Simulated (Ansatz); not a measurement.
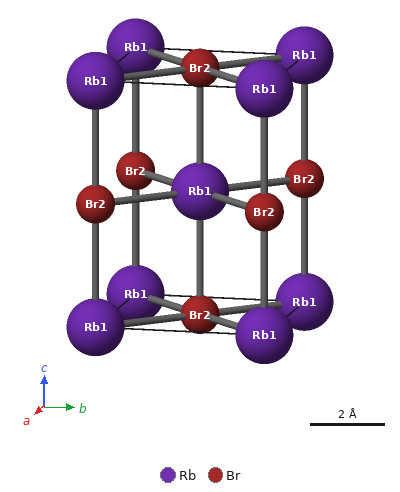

Fig. 1: The input geometry (ball-and-stick view of the cell 2 times as large as that of the calculation, set on its symmetry axes, seen slightly off an axis; atoms are numbered from 1 in the order of the input). Near neighbours in the crystal (not all of them lie inside the picture): Rb has 6 Br at 3.36 to 3.44 Å; Br has 6 Rb at 3.36 to 3.44 Å.

## Single-point calculation, with input and output: RbBr

RbBr (2 atoms in the cell), computed with DFT, PBEsol, all-electron LAPW, Dirac equation with spin-orbit coupling; levels at fixed fractional wave vectors of a strained or displaced cell (Ansatz 0.2.0).

The structure derives from an entry of the Crystallography Open Database. It belongs to a series of runs on one base structure; here: film at in-plane strain -0.02. Figures and captions count atoms from 1; the log counts them from 0 in places.

## Log
```
LAPW: plane waves up to 5.954 Å⁻¹, error target 5.0e-4 eV per atom; Dirac's equation on spinors; Br in spheres of 1.660 Å, 25 of its electrons in bands; Rb in spheres of 1.696 Å, 25 of its electrons in bands (how accurate: hamiltonian.pseudopotentials.lapw.basis_error, Limitations)
Engine: ansatz 0.2.0, x86_64-unknown-linux-gnu
Pseudopotentials: kind: all_electron
Pseudopotential: Rb, LAPW, valence charge 25, lapw/all_electron/dirac/gaussian/Rb, Dirac's equation, gaussian nucleus
Pseudopotential: Br, LAPW, valence charge 25, lapw/all_electron/dirac/gaussian/Br, Dirac's equation, gaussian nucleus
Functional definition: PBEsol
  exchange = pbesol_x
  correlation = pbesol_c
davidson cushion auto → on  (no smearing: the cushion is to keep the highest requested band from converging to the state above it; pin scf.eigensolver.cushion to override)
non-collinear run that drives no moment, with spin-orbit: no starting moment large enough to seed its density (crystal.atoms[].spin), no starting occupations that ask for one, no magnetisation constraint and no magnetic field, so the semilocal B_xc is pinned to zero
Crystal: 2 atoms, lattice volume = 77.458 Å³
Basis set: ecut = 135.05337453690555 eV, 283 PW (Γ), exchange–correlation at level 2
Bands: 60, of which v1, the nominal top of the filled ones, is band 50 counted from 1 (49 counted from 0)
Symmetry: 16 space group operations + 16 with time reversal
Magnetic group: BNS 139.532 (UNI 1192), of the structure as read, at distance tolerance 4.3e-5 Å
k-points: 30 of 216
Non-local potential: Rb, projectors of the file, none
Non-local potential: Br, projectors of the file, none
Initial density: superposition of atomic densities (chi_scale 0.1, normalization cell, long waves kept (reshape's long-wave potential 0.00 eV rms))
Initial wavefunctions: plane waves of lowest kinetic energy (no species holds an atomic orbital)
Functional: x = pbesol(κ = 0.804, μ = 0.12345679012345678), c = pbesol(β = 0.046)
iter 1 solved again at ethr=7.58e-4 eV; its pass at ethr=1.00e-1 eV (dr2=3.79e-1 eV) is discarded
SCF iter   1: F=—  HF=-151966.262243 eV  |F-HF|=—  |Δ(HF+E_count)|=         —  Δρ=1.34e-2  dr2=3.79e-1  dr2_m=0.00e0 (ungated)  ethr=7.58e-4  |M|=0.00e0 ∫|m|=0.00e0 μB  β_m=0.30  ⟨swp⟩=2.3  Hψ=10470  notcnv=0
preconditioner: auto → none  [insulator: Δε(μ)=4.641 eV  Ē_g=13.785 eV  n_scr=14 (ndim 8)  ℏωp=15.8 eV  f_vac=0.288  ε∞_Penn≈2.3]
SCF iter   2: F=—  HF=-151966.087232 eV  |F-HF|=—  |Δ(HF+E_count)|=   1.75e-1  Δρ=7.09e-3  dr2=1.07e-1  dr2_m=0.00e0 (ungated)  ethr=7.58e-4  |M|=0.00e0 ∫|m|=0.00e0 μB  β_m=0.42  ⟨swp⟩=2.1  Hψ=5732  notcnv=0
iter 3 solved again at ethr=1.60e-5 eV; its pass at ethr=2.13e-4 eV (dr2=8.01e-3 eV) is discarded
SCF iter   3: F=—  HF=-151966.072410 eV  |F-HF|=—  |Δ(HF+E_count)|=   1.48e-2  Δρ=2.02e-3  dr2=8.01e-3  dr2_m=0.00e0 (ungated)  ethr=1.60e-5  |M|=0.00e0 ∫|m|=0.00e0 μB  β_m=0.55  ⟨swp⟩=2.0  Hψ=9760  notcnv=0
SCF iter   4: F=—  HF=-151966.078726 eV  |F-HF|=—  |Δ(HF+E_count)|=   6.32e-3  Δρ=4.02e-4  dr2=2.93e-4  dr2_m=0.00e0 (ungated)  ethr=1.60e-5  |M|=0.00e0 ∫|m|=0.00e0 μB  β_m=0.58  ⟨swp⟩=3.6  Hψ=6212  notcnv=0
SCF iter   5: F=—  HF=-151966.079264 eV  |F-HF|=—  |Δ(HF+E_count)|=   5.38e-4  Δρ=6.22e-5  dr2=6.09e-6  dr2_m=0.00e0 (ungated)  ethr=5.86e-7  |M|=0.00e0 ∫|m|=0.00e0 μB  β_m=0.76  ⟨swp⟩=4.0  Hψ=6464  notcnv=0
SCF iter   6: F=—  HF=-151966.079287 eV  |F-HF|=—  |Δ(HF+E_count)|=   2.35e-5  Δρ=6.30e-6  dr2=6.33e-8  dr2_m=0.00e0 (ungated)  ethr=1.22e-8  |M|=0.00e0 ∫|m|=0.00e0 μB  β_m=0.66  ⟨swp⟩=4.0  Hψ=6744  notcnv=0
SCF iter   7: F=—  HF=-151966.079287 eV  |F-HF|=—  |Δ(HF+E_count)|=   3.30e-7  Δρ=2.53e-6  dr2=1.11e-8  dr2_m=0.00e0 (ungated)  ethr=1.27e-10  |M|=0.00e0 ∫|m|=0.00e0 μB  β_m=0.75  ⟨swp⟩=3.7  Hψ=6326  notcnv=0
SCF iter   8: F=—  HF=-151966.079287 eV  |F-HF|=—  |Δ(HF+E_count)|=   9.72e-9  Δρ=4.56e-7  dr2=2.98e-10  dr2_m=0.00e0 (ungated)  ethr=2.23e-11  |M|=0.00e0 ∫|m|=0.00e0 μB  β_m=0.82  ⟨swp⟩=3.7  Hψ=6302  notcnv=0
SCF iter   9: F=-151966.079287 eV  HF=-151966.079287 eV  |F-HF|=1.16e-10  |Δ(HF+E_count)|=  8.73e-10  Δρ=8.00e-8  dr2=9.87e-12  dr2_m=0.00e0 (ungated)  ethr=1.06e-11 (applied; sched 1.00e-12)  |M|=0.00e0 ∫|m|=0.00e0 μB  ⟨swp⟩=3.6  Hψ=6197  notcnv=0
SCF 1 converged in 9 iterations: F = -151966.079287 eV  dr2 = 9.87e-12
```

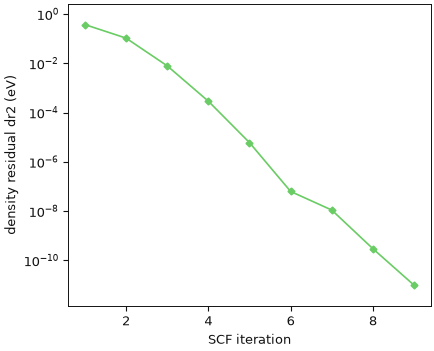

Fig. 2: Convergence of the self-consistent field: density residual dr2 against the SCF iteration. The residual falls at every step.

```
NSCF: frozen V_eff on 8 k-points
SCF converged after 9 iterations
Magnetization: |M| = 0.0000 μB,  M = (+0.0000, +0.0000, +0.0000) μB
Absolute magnetization: 0.0000 μB (∫|m|)
  site 0: m = (+0.0000, +0.0000, +0.0000) μB, |m| = 0.0000 μB  (R = 1.70 Å)
  site 1: m = (+0.0000, +0.0000, +0.0000) μB, |m| = 0.0000 μB  (R = 1.66 Å)
Free energy (F): -151966.079287 eV
Harris-Foulkes:  -151966.079287 eV  (|F-HF|=1.16e-10)
Internal energy: -151966.079287 eV  (E = F + TS)
E sigma→0 (E₀):  -151966.079287 eV
Fermi energy:    3.084160 eV
--- Per-component energies (eV) ---
  E_band       = -4271.888899
  E_kinetic    = 156060.426043
  E_xc         = -5159.499023
  E_electrostatic = -302867.006307  (all electrons and nuclei)
  E_smearing   = -0.000000  (= −TS)
  E_closure    = 0.000000  (closes the sum)
  E_atoms      = -151959.762303  (free atoms, spherical and without spin; not in F)
  Σ components = -151966.079287   (vs F -151966.079287, Δ=0.00e0)
  Basis errors (estimates in eV, not in F): energy 2.4e-4 per atom: plane waves 2.3e-4 (1.1e-4 summed), levels above the bands 0.0e0, relativity 2.3e-8, radial functions 1.9e-5, core shells 1.0e-7; eigenvalues (radial functions only) 7.0e-6; not estimated: angular momenta, meshes, grids; target (lapw.basis_error) 5.0e-4; muffin-tin radii Br 1.660 Å, Rb 1.696 Å
--- Forces (eV/Å), atoms counted from 1 ---
  atom   1  Rb    -0.00000000    -0.00000000     0.00000000
  atom   2  Br     0.00000000     0.00000000     0.00000000
  max |Σ_I F_I| component: 3.94e-27 eV/Å
--- Stress (GPa, compression-positive) ---
        0.815582      -0.000000       0.000000
       -0.000000       0.815582       0.000000
        0.000000       0.000000       0.008592
  P = ⅓ Tr σ = 0.5466 GPa (5.466 kbar)
--- Band table (eV; the first three rows and the last of 30) ---
  k-point 0: bands = ["-226.0389", "-226.0389", "-220.1434", "-220.1434", "-211.0159", "-211.0159", "-211.0144", "-211.0144", "-166.3219", "-166.3219", "-159.4891", "-159.4891", "-159.4878", "-159.4878", "-94.2623", "-94.2623", "-94.2608", "-94.2608", "-92.7122", "-92.7122", "-92.7120", "-92.7120", "-92.7103", "-92.7103", "-55.8508", "-55.8508", "-55.8497", "-55.8497", "-54.7664", "-54.7664", "-54.7654", "-54.7654", "-54.7646", "-54.7646", "-21.3596", "-21.3596", "-9.3267", "-9.3267", "-6.0517", "-6.0517", "-5.1739", "-5.1739", "-5.1682", "-5.1682", "2.5650", "2.5650", "3.0607", "3.0607", "3.0842", "3.0842", "7.2100", "7.2100", "10.0143", "10.0143", "10.1649", "10.1649", "10.1750", "10.1750", "10.9811", "10.9811"]
  k-point 1: bands = ["-226.0389", "-226.0389", "-220.1434", "-220.1434", "-211.0159", "-211.0159", "-211.0144", "-211.0144", "-166.3219", "-166.3219", "-159.4891", "-159.4891", "-159.4878", "-159.4878", "-94.2623", "-94.2623", "-94.2608", "-94.2608", "-92.7122", "-92.7122", "-92.7120", "-92.7120", "-92.7103", "-92.7103", "-55.8508", "-55.8508", "-55.8496", "-55.8496", "-54.7664", "-54.7664", "-54.7654", "-54.7654", "-54.7646", "-54.7646", "-21.3559", "-21.3559", "-9.3321", "-9.3321", "-6.0574", "-6.0574", "-5.1952", "-5.1952", "-5.1672", "-5.1672", "2.3242", "2.3242", "2.8163", "2.8163", "3.0305", "3.0305", "7.9964", "7.9964", "9.4217", "9.4217", "10.8464", "10.8464", "10.8704", "10.8704", "11.3086", "11.3086"]
  k-point 2: bands = ["-226.0389", "-226.0389", "-220.1434", "-220.1434", "-211.0159", "-211.0159", "-211.0144", "-211.0144", "-166.3219", "-166.3219", "-159.4891", "-159.4891", "-159.4878", "-159.4878", "-94.2623", "-94.2623", "-94.2608", "-94.2608", "-92.7122", "-92.7122", "-92.7120", "-92.7120", "-92.7103", "-92.7103", "-55.8508", "-55.8508", "-55.8496", "-55.8496", "-54.7664", "-54.7664", "-54.7654", "-54.7654", "-54.7646", "-54.7646", "-21.3487", "-21.3487", "-9.3043", "-9.3043", "-6.1102", "-6.1102", "-5.2616", "-5.2616", "-5.2381", "-5.2381", "2.1637", "2.1637", "2.6925", "2.6925", "2.9555", "2.9555", "8.6614", "8.6614", "9.2702", "9.2702", "11.7966", "11.7966", "12.5156", "12.5156", "12.6130", "12.6130"]
  k-point 29: bands = ["-226.0389", "-226.0389", "-220.1434", "-220.1434", "-211.0159", "-211.0159", "-211.0144", "-211.0144", "-166.3219", "-166.3219", "-159.4891", "-159.4891", "-159.4878", "-159.4878", "-94.2623", "-94.2623", "-94.2608", "-94.2608", "-92.7122", "-92.7122", "-92.7120", "-92.7120", "-92.7103", "-92.7103", "-55.8508", "-55.8508", "-55.8496", "-55.8496", "-54.7664", "-54.7664", "-54.7654", "-54.7654", "-54.7646", "-54.7646", "-21.3436", "-21.3436", "-9.2862", "-9.2862", "-6.1504", "-6.1504", "-5.3507", "-5.3507", "-5.2311", "-5.2311", "2.2456", "2.2456", "2.6090", "2.6090", "2.7375", "2.7375", "9.0636", "9.0636", "10.7909", "10.7909", "10.8726", "10.8726", "11.9718", "11.9718", "12.8833", "12.8833"]
```

This output came from the following input.

## Input
```yaml
crystal:
  lattice:
    - [3.35642528824, 3.35642528824, 0.0]
    - [-3.35642528824, 3.35642528824, 0.0]
    - [0.0, 3.35642528824, 3.43781933391]
  atoms:
    - { symbol: Rb, position: [0.0, 0.0, 0.0] }
    - { symbol: Br, position: [0.5, 0.5, 0.0] }
kpoints:
  mp_grid: { grid: [6, 6, 6] }
scf:
  occupations: { method: fixed }
  convergence: { dr2_threshold: 1.0e-10 }
hamiltonian:
  xc: pbesol
  pseudopotentials: { kind: all_electron, lapw: { basis_error: 0.0005 } }
magnetization:
  noncollinear: true
  spin_orbit: true
output:
  forces: true
  stress: true
  eigenstates:
    kpoints:
      - [0.0, 0.0, 0.0]
      - [-0.5, -0.5, -0.5]
      - [-0.5, 0.5, 0.0]
      - [0.0, 0.0, -0.5]
      - [0.0, -0.5, -0.5]
      - [0.0, 0.5, 0.0]
      - [-0.5, 0.0, 0.0]
      - [-0.5, 0.0, -0.5]
  eigenvalues: true
```

Launch command:
```bash
ansatz run input.yaml --threads 1 --pin off --max-ram 3072MiB --backend cpu --events-out ev --progress --plain --runs-dir out
```

## Results in brief

| quantity | value |
| --- | --- |
| outcome | converged |
| space group (tolerance 0.01 Å) | I4/mmm (139) |
| electrons in bands (core shells apart) | 50 |
| free energy | −151966.0793 eV |
| Fermi energy | 3.084 eV |
| gap on the k-point mesh | 4.13 eV |
| net moment of the cell | 0.00 μB |
| integrated absolute moment | 0.00 μB |
| pressure | 0.55 GPa |
| largest force (length of the vector) | under 0.001 eV/Å |
| hardware | 1 thread of Intel Xeon (Granite Rapids), 64 GiB of memory available, shared host |
| wall time | 39 s |
| peak memory | 0.47 GiB |
